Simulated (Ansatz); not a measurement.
**Single-point calculation, with input and output: NbP**

NbP (slab, 10 atoms in the cell), computed with DFT PBE, scalar-relativistic, plane waves, PAW, no spin polarisation (Ansatz 0.2.0).

The structure derives from an entry of the Crystallography Open Database. It belongs to a series of runs on one base structure; here: (0 0 1) slab cut from the bulk. Figures and captions count atoms from 1; the log counts them from 0 in places.

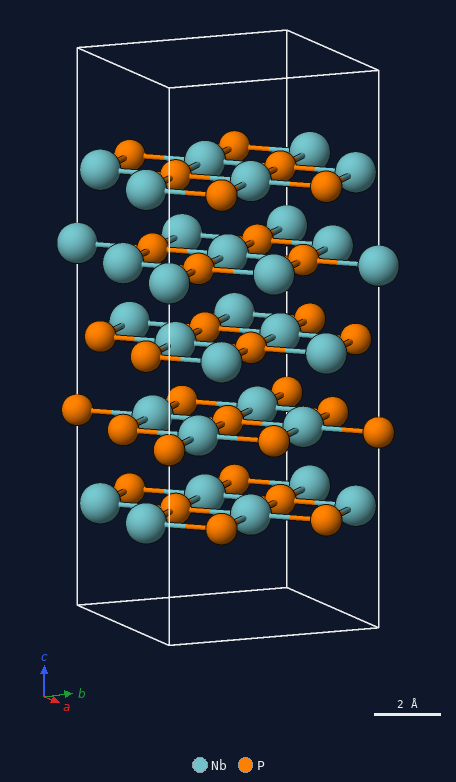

The structure (ball-and-stick view of the 2 × 2 repeat of the cell, with the vacuum cut short, seen slightly off an axis). Near neighbours in the crystal (not all of them lie inside the picture): Nb has 4 P at 2.48 Å; P has 4 Nb at 2.48 Å.

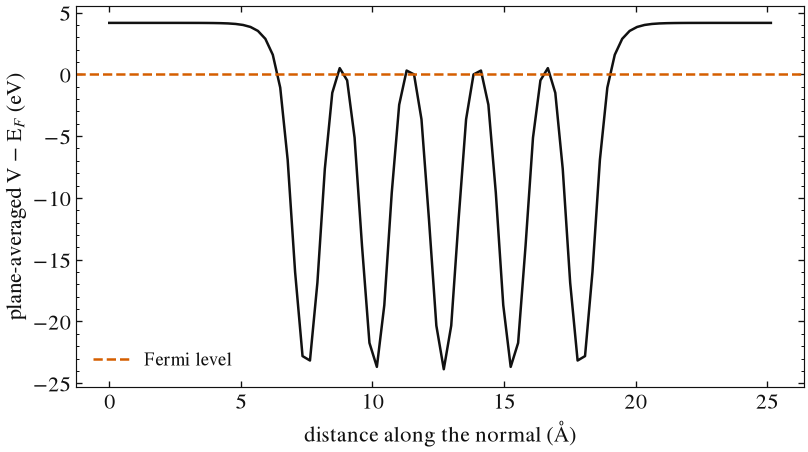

Plane average of the electrostatic potential energy of an electron across the cell, from the Fermi level. The vacuum level lies 4.16 eV above the Fermi level.

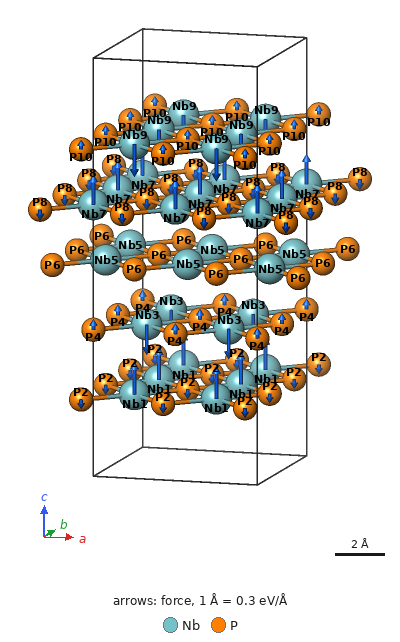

Forces on the atoms as blue arrows (ball-and-stick view of the 2 × 2 repeat of the cell, with the vacuum cut short, seen slightly off an axis; bonded neighbours outside the cell are drawn too; atoms are numbered from 1 in the order of the input). The largest act on Nb1, Nb9 (0.41 eV/Å); Nb3, Nb7 (0.38 eV/Å); P4, P8 (0.14 eV/Å). The geometry is not a stationary point of this energy.

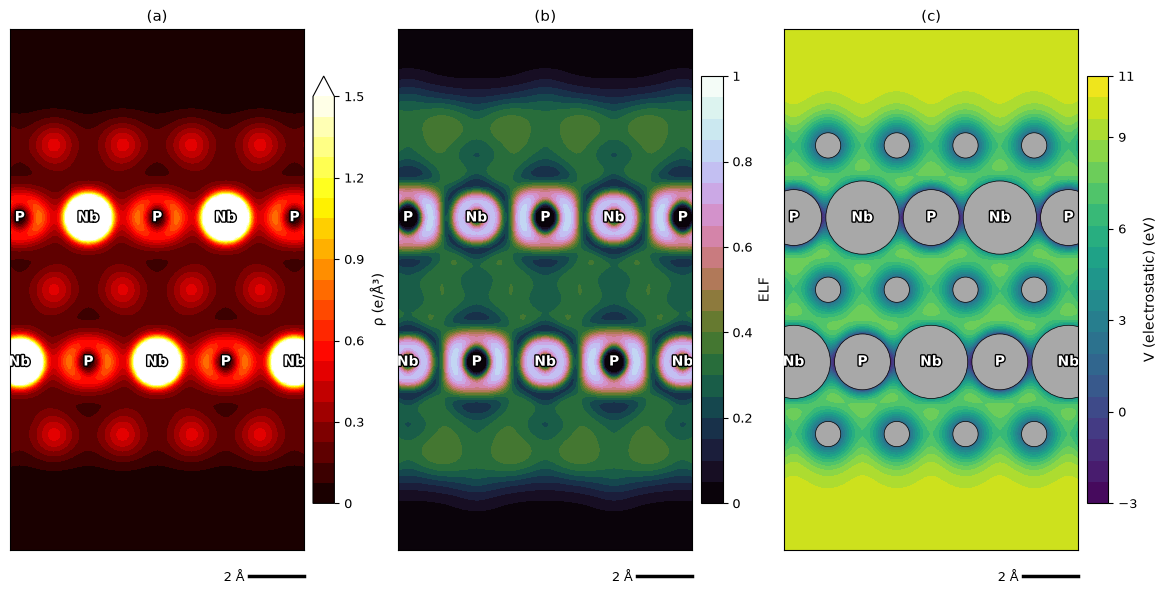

(a) valence charge density (pseudo); (b) electron localisation function; (c) electrostatic potential energy of an electron on the (110) plane of the calculation cell, a cut from vacuum to vacuum. Grey discs, where drawn, cover atomic cores. The plane passes through Nb and P nuclei. Nb–P (2.48 Å): the density is about 0.47 e/Å³ at the midpoint; the ELF is about 0.35 at the midpoint; a polar contact without a shared pair, in a metal. The density dies away to nearly zero in the vacuum. The strong features right at Nb lie inside the PAW spheres (semicore, d or f shells) and say nothing about bonding. In a PAW calculation such maps are meaningful between the atoms, not at the nuclei.

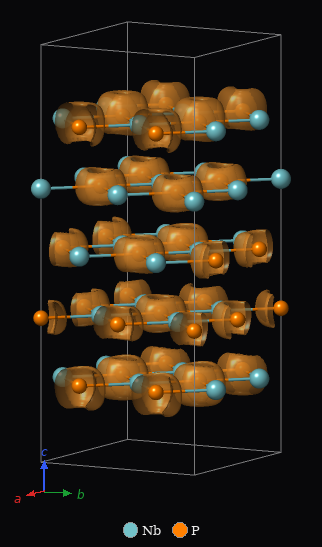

Isosurface of the ELF at 0.75 (orange), seen at an oblique angle. Core shells and regions of very low density are left out. Sticks mark near contacts. Counts are for one cell; the picture repeats the cell along the surface. Along the contacts the grid gives the following. Nb–P (2.48 Å): the ELF is about 0.35 at the midpoint; no shared pair; the contact is polar.

These pictures come from the run below.

**The input**
```yaml
crystal:
  lattice:
    - [3.5095676707, 0.0, 0.0]
    - [0.0, 3.5095676707, 0.0]
    - [0.0, 0.0, 25.4271585952]
  atoms:
    - { symbol: Nb, position: [0.5, 0.0, 0.2949602085] }
    - { symbol: P, position: [0.0, 0.5, 0.2949602085] }
    - { symbol: Nb, position: [0.5, 0.5, 0.3974801042] }
    - { symbol: P, position: [0.0, 0.0, 0.3974801042] }
    - { symbol: Nb, position: [0.0, 0.5, 0.5] }
    - { symbol: P, position: [0.5, 0.0, 0.5] }
    - { symbol: Nb, position: [0.0, 0.0, 0.6025198958] }
    - { symbol: P, position: [0.5, 0.5, 0.6025198958] }
    - { symbol: Nb, position: [0.5, 0.0, 0.7050397915] }
    - { symbol: P, position: [0.0, 0.5, 0.7050397915] }
basis:
  ecutwfc: 420
kpoints:
  mp_grid: { grid: [10, 10, 1] }
hamiltonian:
  xc: pbe
scf:
  occupations: { method: gaussian, width: 0.1 }
output:
  forces: true
  stress: true
  eigenvalues: true
  write_density: true
  write_potential: true
  elf: true
  volumetric_format: npy
efield:
  axis: 3
  dipole_correction: true
  ramp_width: 0.04
```

Launch command:
```bash
ansatz run input.yaml --threads 1 --pin off --max-ram 3072MiB --backend cpu --events-out ev --progress --plain --runs-dir out
```

**The program's output**
```
Engine: ansatz 0.2.0, x86_64-unknown-linux-gnu
Pseudopotentials: kind: paw
Pseudopotential: Nb, paw, valence charge 13, recommended cutoff 420 eV (normal), Nb.paw.azcp
Pseudopotential: P, paw, valence charge 5, recommended cutoff 420 eV (normal), P.paw.azcp
Functional definition: PBE
  parameter kappa = 0.804
  parameter beta = 0.06672455060314922
  exchange = pbe_x(kappa = kappa, mu = beta*pi^2/3)
  correlation = pbe_c(beta = beta)
Crystal: 10 atoms, lattice volume = 313.188 Å³
Basis set: ecut = 420 eV, 6105 PW (Γ), exchange–correlation on 48×48×360 points (8 copies of the dense FFT grid, shifted against one another)
Bands: 55, of which v1, the nominal top of the filled ones, is band 45 counted from 1 (44 counted from 0)
Symmetry: 4 space group operations
k-points: 36 of 100
Non-local potential: Nb, projectors of the file, l = 0: 3, l = 1: 2, l = 2: 2, l = 3: 1
Non-local potential: P, projectors of the file, l = 0: 2, l = 1: 2, l = 2: 2
PAW form: soft (Blöchl's): semilocal exchange-correlation on the pseudo side does not see the compensation charge
PAW one-centre angular grid: Nb, 590 points (default); XC on 64 Gauss nodes
PAW one-centre angular grid: P, 110 points (default); XC on 64 Gauss nodes
Initial density: superposition of atomic densities (neutral atoms: chi_scale 0, normalization atom), corrected by the library's trained network
Initial wavefunctions: pseudopotential atomic-orbital guess
Functional: x = pbe(κ = 0.804, μ = 0.2195149727645171), c = pbe(β = 0.06672455060314922)
SCF iter   1: F=—  HF=-26542.821436 eV  |F-HF|=—  |Δ(HF+E_count)|=         —  Δρ=7.38e-3  dr2=2.82e0  ethr=1.77e-3  p=0.000 e·Å  D=1.41e-13 V/Å  ΔV_dip=-0.00 eV  dr2_dipole=1.06e-7  V_vac-E_F(+/−)=4.61/4.61 eV  ⟨swp⟩=8.9  Hψ=10015  notcnv=0
efield: sawtooth ramp at fractional position 0.9800 (placed from the atoms, in the widest stretch of the axis that holds none; the zero of the levels goes with the place), width 0.0400; the density the first Hamiltonian is built on has a dipole p = 0.000 e·Å; the dipole correction subtracts the counter field D = 1.41e-13 V/Å, which shifts the + side's vacuum level by -0.00 eV against the − side's; the planar-averaged density in the ramp window peaks in size at 1.1e-5 e/Å³
preconditioner: auto → LDOS  [metal: Δε(μ)=0.036 eV  Ē_g=5.992 eV  σ=0.100 eV  W_gap=0.20  n_scr=60 (ndim 8)  ℏωp=14.8 eV  f_vac=0.434  D(μ)=6.32/eV (n_scr^D=34)  β→1.0]
SCF iter   2: F=—  HF=-26542.742046 eV  |F-HF|=—  |Δ(HF+E_count)|=   7.94e-2  Δρ=3.94e-3  dr2=5.17e-1  ethr=1.77e-3  p=-0.000 e·Å  D=-1.84e-5 V/Å  ΔV_dip=0.00 eV  dr2_dipole=3.18e-7  V_vac-E_F(+/−)=4.14/4.14 eV  ⟨swp⟩=1.9  Hψ=2391  notcnv=0  defer=34
SCF iter   3: F=—  HF=-26542.728131 eV  |F-HF|=—  |Δ(HF+E_count)|=   1.39e-2  Δρ=5.55e-4  dr2=3.12e-3  ethr=5.74e-4  p=0.000 e·Å  D=6.27e-7 V/Å  ΔV_dip=-0.00 eV  dr2_dipole=5.03e-9  V_vac-E_F(+/−)=4.19/4.19 eV  ⟨swp⟩=1.1  Hψ=1870  notcnv=0  defer=118
SCF iter   4: F=—  HF=-26542.728701 eV  |F-HF|=—  |Δ(HF+E_count)|=   5.71e-4  Δρ=1.94e-4  dr2=4.27e-4  ethr=3.46e-6  p=0.000 e·Å  D=9.25e-7 V/Å  ΔV_dip=-0.00 eV  dr2_dipole=2.72e-9  V_vac-E_F(+/−)=4.17/4.17 eV  ⟨swp⟩=2.5  Hψ=2858  notcnv=0  defer=118
SCF iter   5: F=—  HF=-26542.728695 eV  |F-HF|=—  |Δ(HF+E_count)|=   6.31e-6  Δρ=3.91e-5  dr2=6.64e-6  ethr=4.74e-7  p=-0.000 e·Å  D=-1.52e-7 V/Å  ΔV_dip=0.00 eV  dr2_dipole=9.56e-12  V_vac-E_F(+/−)=4.16/4.16 eV  ⟨swp⟩=2.2  Hψ=2557  notcnv=0  defer=118
SCF iter   6: F=—  HF=-26542.728880 eV  |F-HF|=—  |Δ(HF+E_count)|=   1.85e-4  Δρ=1.34e-5  dr2=1.40e-6  ethr=7.38e-9  p=-0.000 e·Å  D=-2.73e-7 V/Å  ΔV_dip=0.00 eV  dr2_dipole=4.89e-11  V_vac-E_F(+/−)=4.16/4.16 eV  ⟨swp⟩=2.6  Hψ=3933  notcnv=0  defer=63
SCF iter   7: F=—  HF=-26542.728880 eV  |F-HF|=—  |Δ(HF+E_count)|=   2.16e-7  Δρ=3.75e-6  dr2=1.76e-7  ethr=1.55e-9  p=-0.000 e·Å  D=-1.63e-7 V/Å  ΔV_dip=0.00 eV  dr2_dipole=3.40e-12  V_vac-E_F(+/−)=4.16/4.16 eV  ⟨swp⟩=2.1  Hψ=2849  notcnv=0  defer=63
SCF iter   8: F=-26542.728880 eV  HF=-26542.728880 eV  |F-HF|=5.60e-10  |Δ(HF+E_count)|=   3.32e-8  Δρ=7.94e-7  dr2=3.32e-9  ethr=1.11e-10  p=-0.000 e·Å  D=-8.72e-8 V/Å  ΔV_dip=0.00 eV  dr2_dipole=2.88e-13  V_vac-E_F(+/−)=4.16/4.16 eV  ⟨swp⟩=19.5  Hψ=16760  notcnv=0
SCF 1 converged in 8 iterations: F = -26542.728880 eV  dr2 = 3.32e-9
  greatest PAW one-centre occupation: 0.998 electrons in one spin orbital (limit 2), on the Nb atom at site 6 (counted from 0), in its partial waves of l = 0
WARN: The output density's exchange-correlation potential varies sharply where the density is thin. Do not read a vacuum level from v_tot or v_xc, or from such a field of the output density. On a cell that repeats whose density bears no net charge and no dipole along the vacuum's axis use v_es (v_loc + v_h of the components); under efield.dipole_correction with no amplitude use v_es + v_field, which holds any external_charges[].barrier, or the levels of the report's work_function block, which leave it out; under a non-zero efield.amplitude the vacuum is tilted and has no level; on a cell that repeats and bears such a dipole with no correction it is tilted too, and efield.dipole_correction with no amplitude gives each side of its ramp a level where efield: is served; in a cell that repeats whose density bears a net charge (total_charge, or a fill off its count) it is curved and has none; of a slab under crystal.periodic whose density bears no net charge use v_es, which has a level on each side, short of where the two are joined; of another it falls or rises all the way out and has none; of a slab beside external_charges read slab_vacuum_level instead, which it has where they leave it neutral. The grid or the basis barely resolves most such structure, and the values can differ between equally converged runs; as a rule a tighter scf.convergence.dr2_threshold does not remove it. Where the density itself ripples (under the LDA too) a higher basis.ecutwfc lessens it. The files hold the spikes' plane waves up to the density's cutoff. Files: v_tot_of_output_density and the like, and their columns of v_z.tsv (output.write_potential); v_xc_of_output_density and the like, and their columns of v_comp_z.tsv (output.write_potential_components). Measured: with its Gaussian average of σ = 0.25 Å subtracted twice, the exchange-correlation potential is over 0.1 eV at 1183 of the grid points where the equally averaged density (valence and model cores) is under 1e-3 e/Å³, and 0.879 eV at the most among them, at an averaged density of 8.2e-8 e/Å³. See output.write_potential in the manual, Limitations
SCF converged after 8 iterations
Free energy (F): -26542.728880 eV
Harris-Foulkes:  -26542.728880 eV  (|F-HF|=5.60e-10)
Internal energy: -26542.691572 eV  (E = F + TS)
E sigma→0 (E₀):  -26542.710226 eV
Entropy (-TS):   -0.037308 eV (-3.731 meV/atom)
Fermi energy:    5.863181 eV
Dipole field:    D = 0.000000 V/Å  (p = 0.000001 e·Å, saw-weighted, corrected)
Work function:   Φ+ = 4.1639 eV   Φ− = 4.1639 eV
Levels:          The Fermi level and band energies are counted from a zero that moves with the ramp; work functions are not
--- Per-component energies (eV) ---
  E_band       = -1187.771361
  E_kinetic    = 2327.557459
  E_local      = -65857.223733  (includes V_loc(G=0)·N_el)
  E_nonlocal   = 768.180175
  E_hartree    = 31759.461724
  E_xc         = -1186.680955
  E_vxc        = -1370.922782  (∫ρ·V_xc dr)
  E_paw        = -18213.701356  (= ΣΔE_a)
  E_vpaw       = -574.288588  (= ΣTr[D̂ρ^β])
  E_aug_tail   = 0.000051  (compensation charges beyond the density's cutoff)
  E_efield     = 0.000000  (sawtooth field / dipole correction)
  E_vefield    = 0.000000  (∫n·V_field dr)
  E_ewald      = 23859.715063
  E_smearing   = -0.037308  (= −TS)
  E_closure    = 0.000000  (closes the sum)
  Σ components = -26542.728880   (vs F -26542.728880, Δ=0.00e0)
--- Forces (eV/Å), atoms counted from 1 ---
  atom   1  Nb     0.00000000     0.00000000     0.41422911
  atom   2  P     -0.00000000     0.00000000    -0.12141468
  atom   3  Nb    -0.00000000     0.00000000    -0.38264639
  atom   4  P      0.00000000     0.00000000     0.13736139
  atom   5  Nb    -0.00000000     0.00000000    -0.00000035
  atom   6  P     -0.00000000     0.00000000    -0.00000024
  atom   7  Nb     0.00000000     0.00000000     0.38264722
  atom   8  P     -0.00000000     0.00000000    -0.13736107
  atom   9  Nb    -0.00000000     0.00000000    -0.41422979
  atom  10  P      0.00000000     0.00000000     0.12141430
  max |Σ_I F_I| component: 5.08e-7 eV/Å
--- Stress (GPa, compression-positive) ---
       -0.999373       0.000000      -0.000000
        0.000000      -0.999372       0.000000
       -0.000000       0.000000      -0.907748
  P = ⅓ Tr σ = -0.9688 GPa (-9.688 kbar)
--- Band table (eV; the first three rows and the last of 36) ---
  k-point 0: bands = ["-49.3468", "-49.3468", "-49.1077", "-49.0968", "-49.0415", "-25.5164", "-25.5164", "-25.4441", "-25.4441", "-25.3756", "-25.3639", "-25.3008", "-25.3008", "-25.2644", "-25.2644", "-25.1936", "-25.1936", "-25.1346", "-24.9697", "-24.7911", "-7.1289", "-6.7080", "-6.0937", "-5.4478", "-4.9680", "0.7539", "1.6449", "2.3581", "2.5701", "2.7983", "3.0322", "3.1927", "3.4001", "4.1916", "4.1916", "4.2560", "4.2560", "4.4389", "4.4389", "4.5184", "4.6105", "4.6105", "5.2367", "5.2983", "5.3366", "5.3582", "5.5826", "5.6896", "5.6896", "5.7771", "5.7771", "5.8320", "6.0548", "6.5751", "6.5751"]
  k-point 1: bands = ["-49.3459", "-49.3458", "-49.1063", "-49.0959", "-49.0410", "-25.5340", "-25.5144", "-25.4628", "-25.4421", "-25.3785", "-25.3657", "-25.3182", "-25.2985", "-25.2732", "-25.2626", "-25.2202", "-25.1922", "-25.1229", "-24.9671", "-24.7930", "-7.0007", "-6.5841", "-5.9744", "-5.3318", "-4.8543", "0.6948", "1.5681", "2.1183", "2.3464", "2.5245", "2.8082", "3.0160", "3.1519", "3.4858", "3.5273", "3.8606", "4.1475", "4.2484", "4.3916", "4.4724", "4.5112", "4.5926", "4.7678", "5.1187", "5.2881", "5.3876", "5.5441", "5.5646", "5.8115", "6.1948", "6.3398", "6.5106", "6.8686", "6.9039", "7.0556"]
  k-point 2: bands = ["-49.3434", "-49.3430", "-49.1027", "-49.0934", "-49.0397", "-25.5796", "-25.5102", "-25.5090", "-25.4370", "-25.4056", "-25.3716", "-25.3562", "-25.2925", "-25.2898", "-25.2680", "-25.2578", "-25.1885", "-25.1051", "-24.9606", "-24.7995", "-6.6339", "-6.2315", "-5.6363", "-5.0064", "-4.5396", "0.4992", "1.1481", "1.4230", "1.4713", "2.1118", "2.3021", "2.5318", "2.5667", "2.5989", "2.6756", "2.9787", "3.3109", "3.4808", "4.0898", "4.7512", "4.8369", "5.0369", "5.0620", "5.2125", "5.3559", "5.4311", "5.6762", "5.7229", "5.9769", "6.3766", "6.5791", "6.9221", "7.4053", "8.0643", "8.0775"]
  k-point 35: bands = ["-49.3265", "-49.3265", "-49.0783", "-49.0783", "-49.0328", "-25.6574", "-25.6574", "-25.5915", "-25.5915", "-25.4772", "-25.4771", "-25.4512", "-25.4120", "-25.4007", "-25.4007", "-25.2336", "-25.2336", "-24.9457", "-24.9457", "-24.8986", "-5.1790", "-5.1790", "-5.1702", "-4.9874", "-4.9874", "1.4833", "1.4880", "1.4880", "1.8618", "2.1145", "2.1595", "2.1595", "2.3510", "2.6799", "2.6799", "2.9950", "3.0511", "3.4600", "3.4600", "3.7060", "4.4511", "4.4511", "4.6403", "5.0307", "5.0307", "6.6342", "6.9245", "7.0533", "7.2909", "7.6404", "7.6404", "7.7995", "7.8985", "7.9752", "7.9752"]
```

**Results in brief**

```csv
quantity,value
outcome,converged
electrons treated,90
free energy,−26542.7289 eV
"work function, top face",4.16 eV
"work function, bottom face",4.16 eV
Fermi energy,5.863 eV
gap on the k-point mesh,none (metallic)
work function (upper face),4.16 eV
largest force (length of the vector),0.414 eV/Å
hardware,"1 thread of an x86-64 CPU, shared host"
wall time,39 s
peak memory,0.75 GiB
```

**Notes**

The program warns: the exchange-correlation potential is rough where the density is thin.
